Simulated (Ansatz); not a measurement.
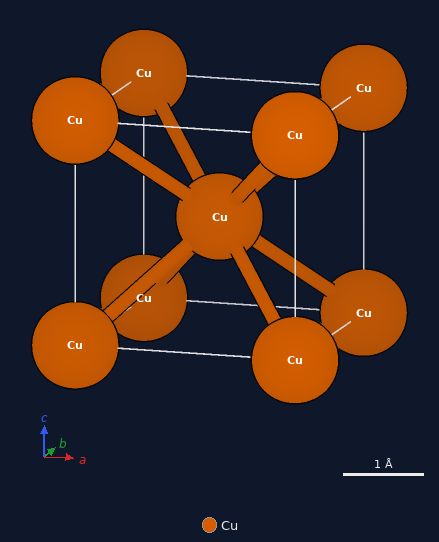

*The structure as given in the input (ball-and-stick view of the cell 2 times as large as that of the calculation, set on its symmetry axes, seen slightly off an axis).*

Near neighbours in the crystal (not all of them lie inside the picture): Cu has 8 Cu at 2.52 Å.

Run report: Cu, geometry relaxation

Cu (Im-3m, 1 atom in the cell), computed with DFT, PBE, all-electron LAPW, scalar-relativistic, no spin polarisation (Ansatz 0.2.0).

It belongs to a series of runs on one base structure; here: bcc relaxed under pressure, LAPW.

The program's output:
```
The last accepted step is kept in [file] (removed where the run ends without a failure and the disk answers)
LAPW: plane waves up to 9.601 Å⁻¹, error target 5.0e-4 eV per atom; small_component_spin mean_spin; Cu in spheres of 1.223 Å, 19 of its electrons in bands, Dirac shells [] (how accurate: hamiltonian.pseudopotentials.lapw.basis_error, Limitations)
Engine: ansatz 0.2.0, x86_64-unknown-linux-gnu
Pseudopotentials: kind: all_electron
Pseudopotential: Cu, LAPW, valence charge 19, lapw/all_electron/scalar/gaussian/Cu, Koelling and Harmon's equation, gaussian nucleus
Functional definition: PBE
  parameter kappa = 0.804
  parameter beta = 0.06672455060314922
  exchange = pbe_x(kappa = kappa, mu = beta*pi^2/3)
  correlation = pbe_c(beta = beta)
Crystal: 1 atoms, lattice volume = 12.354 Å³
Basis set: ecut = 351.1653974871592 eV, 177 PW (Γ), exchange–correlation at level 2
Bands: 14, of which v1, the nominal top of the filled ones, is band 10 counted from 1 (9 counted from 0)
Symmetry: 48 space group operations
Space group: Im-3m (ITA 229), of the structure as read, at distance tolerance 2.3e-5 Å
k-points: 195 of 5832
Non-local potential: Cu, projectors of the file, none
Initial density: superposition of atomic densities (chi_scale 0.1, normalization cell)
Initial wavefunctions: plane waves of lowest kinetic energy (no species holds an atomic orbital)
Functional: x = pbe(κ = 0.804, μ = 0.2195149727645171), c = pbe(β = 0.06672455060314922)
iter 1 solved again at ethr=1.25e-3 eV; its pass at ethr=1.00e-1 eV (dr2=2.38e-1 eV) is discarded
SCF iter   1: F=—  HF=-45035.108911 eV  |F-HF|=—  |Δ(HF+E_count)|=         —  Δρ=5.80e-2  dr2=2.38e-1  ethr=1.25e-3  ⟨swp⟩=2.1  Hψ=18819  notcnv=0
preconditioner: auto → none  [metal: Δε(μ)=0.037 eV  Ē_g=15.577 eV  σ=0.050 eV  W_gap=0.18  n_scr=0 (ndim 8)  ℏωp=35.0 eV  f_vac=0.000  D(μ)=0.42/eV (n_scr^D=0)]
SCF iter   2: F=—  HF=-45035.989091 eV  |F-HF|=—  |Δ(HF+E_count)|=   8.80e-1  Δρ=3.70e-2  dr2=9.64e-2  ethr=1.25e-3  ⟨swp⟩=3.0  Hψ=8922  notcnv=0
iter 3 solved again at ethr=5.25e-6 eV; its pass at ethr=5.07e-4 eV (dr2=9.97e-4 eV) is discarded
SCF iter   3: F=—  HF=-45034.350162 eV  |F-HF|=—  |Δ(HF+E_count)|=    1.64e0  Δρ=3.79e-3  dr2=9.97e-4  ethr=5.25e-6  ⟨swp⟩=2.0  Hψ=13700  notcnv=0
SCF iter   4: F=—  HF=-45034.259002 eV  |F-HF|=—  |Δ(HF+E_count)|=   9.12e-2  Δρ=6.98e-3  dr2=3.40e-3  ethr=5.25e-6  ⟨swp⟩=3.0  Hψ=9201  notcnv=0
SCF iter   5: F=—  HF=-45034.249707 eV  |F-HF|=—  |Δ(HF+E_count)|=   9.30e-3  Δρ=1.18e-3  dr2=9.61e-5  ethr=5.25e-6  ⟨swp⟩=2.1  Hψ=7333  notcnv=0
SCF iter   6: F=—  HF=-45034.249493 eV  |F-HF|=—  |Δ(HF+E_count)|=   2.14e-4  Δρ=3.00e-5  dr2=4.84e-8  ethr=5.06e-7  ⟨swp⟩=2.0  Hψ=7300  notcnv=0
SCF iter   7: F=-45034.249493 eV  HF=-45034.249493 eV  |F-HF|=4.92e-9  |Δ(HF+E_count)|=   1.04e-7  Δρ=2.20e-6  dr2=3.68e-10  ethr=2.55e-10  ⟨swp⟩=3.0  Hψ=7957  notcnv=0
SCF 1 converged in 7 iterations: F = -45034.249493 eV  dr2 = 3.68e-10
relax step   1: F+E_penalty+E_count = -45034.24949282 eV  Δ(F+E_penalty+E_count) = +0.000e0 eV  max|allowed force component| = 0.000e0 eV/Å  Δτ_max = 0.0000 Å  P = -3.722 GPa  Ω = 12.354 Å³  (7 SCF iters, accepted)
Initial density: handed on by an earlier stage of this run
Initial wavefunctions: those handed on with the density
iter 1 solved again at ethr=1.92e-12 eV; its pass at ethr=1.00e-1 eV (dr2=3.65e-10 eV) is discarded
SCF iter   1: F=—  HF=-45034.249493 eV  |F-HF|=—  |Δ(HF+E_count)|=         —  Δρ=2.20e-6  dr2=3.65e-10  ethr=1.92e-12  ⟨swp⟩=5.7  Hψ=15097  notcnv=0
preconditioner: auto → none  [metal: Δε(μ)=0.009 eV  Ē_g=16.749 eV  σ=0.050 eV  W_gap=0.05  n_scr=0 (ndim 8)  ℏωp=35.0 eV  f_vac=0.000  D(μ)=0.66/eV (n_scr^D=12)]
SCF iter   2: F=-45034.249493 eV  HF=-45034.249493 eV  |F-HF|=8.77e-9  |Δ(HF+E_count)|=  4.15e-10  Δρ=2.05e-6  dr2=2.30e-10  ethr=1.92e-12  ⟨swp⟩=3.0  Hψ=7822  notcnv=0
SCF 2 converged in 2 iterations: F = -45034.249493 eV  dr2 = 2.30e-10
relax step   2: F+E_penalty+E_count = -45034.24949281 eV  Δ(F+E_penalty+E_count) = +3.201e-9 eV  max|allowed force component| = 0.000e0 eV/Å  Δτ_max = 0.0000 Å  P = -3.723 GPa  Ω = 12.354 Å³  stress off target by 2.28e-2 GPa  SCF on the basis re-selected at this cell (its energy is not comparable with the rows above)  (2 SCF iters)
```

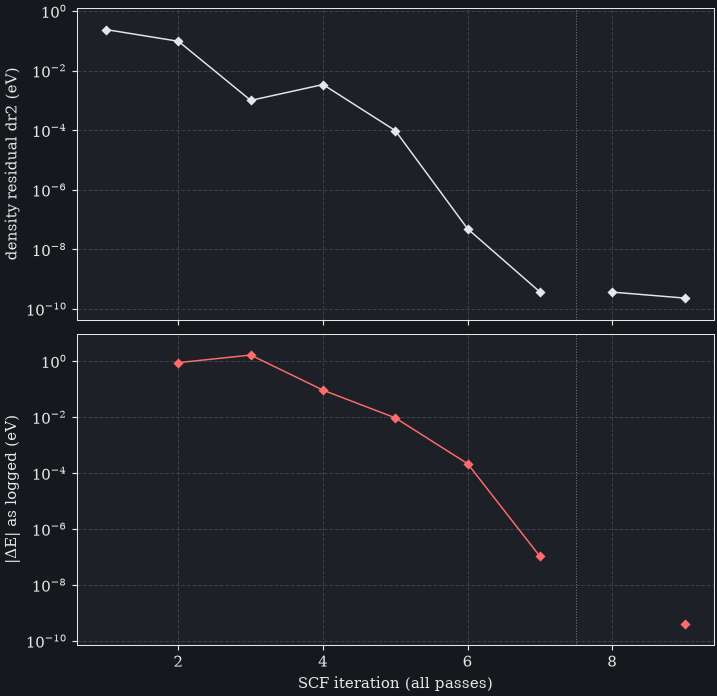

*Convergence of the self-consistent field: density residual dr2 and size of the energy change against the SCF iteration. The dotted lines part the SCF passes of the relaxation: geometry steps, rejected trials and re-solves on a re-selected basis.*

The passes take 7 and 2 iterations.

```
basis re-selected at this cell: Δ(F+E_penalty+E_count) = +3.201e-9 eV, ΔP = -0.001 GPa vs the last step (what re-selecting the basis moved, after the strain that the cell walked since its last selection, with what the two solves' SCF thresholds leave and, on support functions, any second-order correction that the steps lacked; it is no measure of the basis error at this ecutwfc). This SCF's stress stands 2.28e-2 GPa from its target on what of the cell is left free (relax.cell.stress_tol is 3.00e-2 GPa) and its largest allowed force component is 0.00e0 eV/Å (relax.f_tol is 5.00e-3 eV/Å): within both
SCF converged after 2 iterations
Free energy (F): -45034.249493 eV
Harris-Foulkes:  -45034.249493 eV  (|F-HF|=8.77e-9)
Internal energy: -45034.244601 eV  (E = F + TS)
E sigma→0 (E₀):  -45034.247047 eV
Entropy (-TS):   -0.004891 eV (-4.891 meV/atom)
Fermi energy:    15.678575 eV
--- Per-component energies (eV) ---
  E_band       = -377.955474
  E_kinetic    = 45807.276982
  E_xc         = -1840.373293
  E_electrostatic = -89001.148290  (all electrons and nuclei)
  E_smearing   = -0.004891  (= −TS)
  E_closure    = 0.000000  (closes the sum)
  E_atoms      = -45030.532457  (free atoms, spherical and without spin; not in F)
  Σ components = -45034.249493   (vs F -45034.249493, Δ=0.00e0)
  Basis errors (estimates in eV, not in F): energy 1.3e-4 per atom: plane waves 1.2e-4 (6.6e-5 summed), levels above the bands 1.6e-133, relativity 8.2e-9, radial functions 5.7e-6, core shells 5.9e-11; eigenvalues (radial functions only) 1.8e-5; not estimated: angular momenta, meshes, grids; target (lapw.basis_error) 5.0e-4; muffin-tin radii Cu 1.223 Å
--- Forces (eV/Å), atoms counted from 1 ---
  atom   1  Cu    -0.00000000    -0.00000000     0.00000000
  max |Σ_I F_I| component: 1.54e-32 eV/Å
--- Stress (GPa, compression-positive) ---
       -3.722835      -0.000000       0.000000
       -0.000000      -3.722835      -0.000000
        0.000000      -0.000000      -3.722835
  P = ⅓ Tr σ = -3.7228 GPa (-37.228 kbar)
--- Band table (eV; the first three rows and the last of 195) ---
  k-point 0: bands = ["-96.8007", "-54.1232", "-54.1232", "-54.1232", "6.6087", "12.7264", "12.7264", "12.7264", "13.6843", "13.6843", "40.3036", "40.3036", "40.3036", "43.0244"]
  k-point 1: bands = ["-96.8003", "-54.1261", "-54.1243", "-54.1232", "6.7241", "12.7055", "12.7257", "12.7696", "13.6637", "13.6859", "38.8803", "39.9356", "39.9634", "41.6633"]
  k-point 2: bands = ["-96.7992", "-54.1342", "-54.1272", "-54.1231", "7.0666", "12.6454", "12.7190", "12.8957", "13.6128", "13.6909", "36.0860", "38.7504", "39.2572", "39.8655"]
  k-point 194: bands = ["-96.7784", "-54.1946", "-54.1946", "-54.1946", "11.2948", "11.2948", "14.2127", "14.2127", "14.2127", "23.6236", "23.6236", "23.6236", "28.9349", "28.9349"]
--- Relaxed structure (1 steps of the walk, 1 accepted, 1 SCFs on fresh bases) ---
  F+E_penalty+E_count = -45034.24949281 eV   max|allowed force component| = 0.000e0 eV/Å   (the final SCF, on the basis selected at the relaxed cell)
  cell:  # Å, volume = 12.3541 Å³
    - [-1.4562970586, 1.4562970586, 1.4562970586]
    - [1.4562970586, -1.4562970586, 1.4562970586]
    - [1.4562970586, 1.4562970586, -1.4562970586]
  atoms:
    - { symbol: Cu, position: [0.0, 0.0, 0.0] }
```

Trajectory as extended XYZ (Å, eV, eV/Å), 2 frames, from step=1 to step=2:
```
1
Lattice="-1.4563 1.4563 1.4563 1.4563 -1.4563 1.4563 1.4563 1.4563 -1.4563" Properties=species:S:1:pos:R:3:forces:R:3 step=1 energy=-45034.24949 pressure_GPa=-3.72
Cu    0.0000    0.0000    0.0000    0.0000   0.0000   0.0000
1
Lattice="-1.4563 1.4563 1.4563 1.4563 -1.4563 1.4563 1.4563 1.4563 -1.4563" Properties=species:S:1:pos:R:3:forces:R:3 step=2 energy=-45034.24949 pressure_GPa=-3.72
Cu    0.0000    0.0000    0.0000    0.0000   0.0000   0.0000
```

This output came from the following input.

Input file:
```yaml
crystal:
  lattice:
    - [-1.4562970586, 1.4562970586, 1.4562970586]
    - [1.4562970586, -1.4562970586, 1.4562970586]
    - [1.4562970586, 1.4562970586, -1.4562970586]
  atoms:
    - { symbol: Cu, position: [0.0, 0.0, 0.0] }
kpoints:
  mp_grid: { grid: [18, 18, 18] }
scf:
  occupations: { method: fermi_dirac, width: 0.05 }
hamiltonian:
  xc: pbe
  pseudopotentials: { kind: all_electron, lapw: { basis_error: 0.0005 } }
output:
  forces: true
  stress: true
  eigenvalues: true
relax:
  f_tol: 0.005
  max_steps: 12
  cell: { p_target: -3.7, stress_tol: 0.03 }
```

Command:
```bash
ansatz run input.yaml --threads 1 --pin off --max-ram 3584MiB --backend cpu --events-out ev --progress --plain --runs-dir out
```

Key numbers:

- outcome: converged
- space group (tolerance 0.01 Å): Im-3m (229)
- electrons in bands (core shells apart): 19
- free energy: −45034.2495 eV
- Fermi energy: 15.679 eV
- pressure: −3.72 GPa
- final volume: 12.35 Å³
- largest force (length of the vector) at the end: under 0.001 eV/Å
- final cell: a = 2.522 Å, b = 2.522 Å, c = 2.522 Å, α = 109.47°, β = 109.47°, γ = 109.47°
- hardware: 1 thread of Intel Xeon (Sapphire Rapids), 32 GiB of memory available, shared host
- wall time: 18 s
- peak memory: 0.4 GiB
